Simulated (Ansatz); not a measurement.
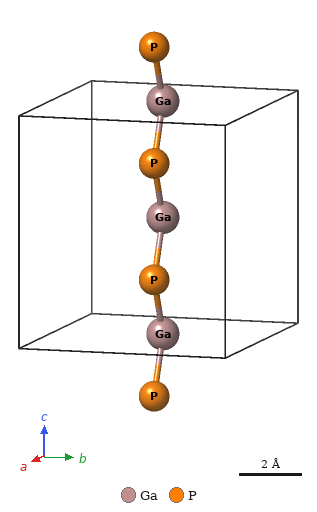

Starting structure of a wire of composition GaP. Style: ball-and-stick. Shown: the 2 repeat of the cell, with the vacuum cut short, slightly off an axis.

Case: zigzag chain of atoms.

All numbers below come from Ansatz 0.2.0, DFT PBEsol, scalar-relativistic, plane waves, PAW.

Input
```yaml
crystal:
  lattice:
    - [10.0, 0.0, 0.0]
    - [0.0, 9.3, 0.0]
    - [0.0, 0.0, 3.8149671749]
  atoms:
    - { symbol: Ga, position: [0.4523129103, 0.5, 0.0], spin: 0.5 }
    - { symbol: P, position: [0.5476870897, 0.5, 0.5], spin: 0.5 }
basis:
  ecutwfc: 420
kpoints:
  mp_grid: { grid: [1, 1, 17] }
hamiltonian:
  xc: pbesol
scf:
  occupations: { method: gaussian, width: 0.05 }
output:
  forces: true
  stress: true
  eigenvalues: true
  populations: true
  write_density: true
  write_potential: true
  elf: true
  volumetric_format: npy
magnetization:
  spin_polarized: true
relax:
  adjacent_minimum: "off"
  f_tol: 0.01
  max_steps: 45
  cell: { fix: [a, b, alpha, beta, gamma], stress_tol: 0.03 }
```

Run as
```bash
ansatz run input.yaml --threads 2 --pin off --max-ram 5120MiB --backend cpu --events-out ev --progress --plain --runs-dir out
```

> Predict the outcome.

After 3 accepted moves (4 points after the start) the energy has fallen by 29.8 meV per cell of the calculation. Largest force component: 0.34 eV/Å at the start, 0.00027 eV/Å at the end. The SCF was repeated once at an unchanged geometry on a basis and grid sized afresh for the cell, which shifted the energy by 0.3 meV per cell of the calculation at most. No atom moves by more than 0.005 Å relative to the layer's centre. Along the periodic axis the drawn cell goes c 7.630 → 7.830 Å (+2.6 %). Near-neighbour distances that change, for instance: Ga1–P2 2.133 → 2.175 Å. The program noted that the starting moments weren't kept. The run took 13 s on 2 threads of AMD EPYC 9R45 96-Core Processor (Zen 5) (shared host), peak memory 0.62 GiB.

After the run, drawn alike:

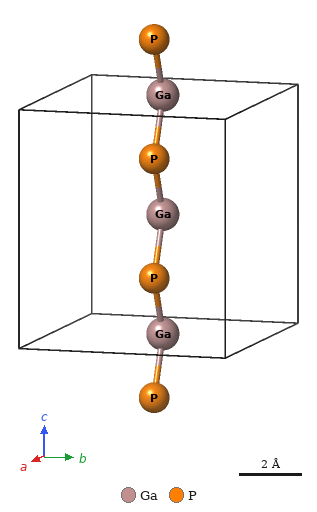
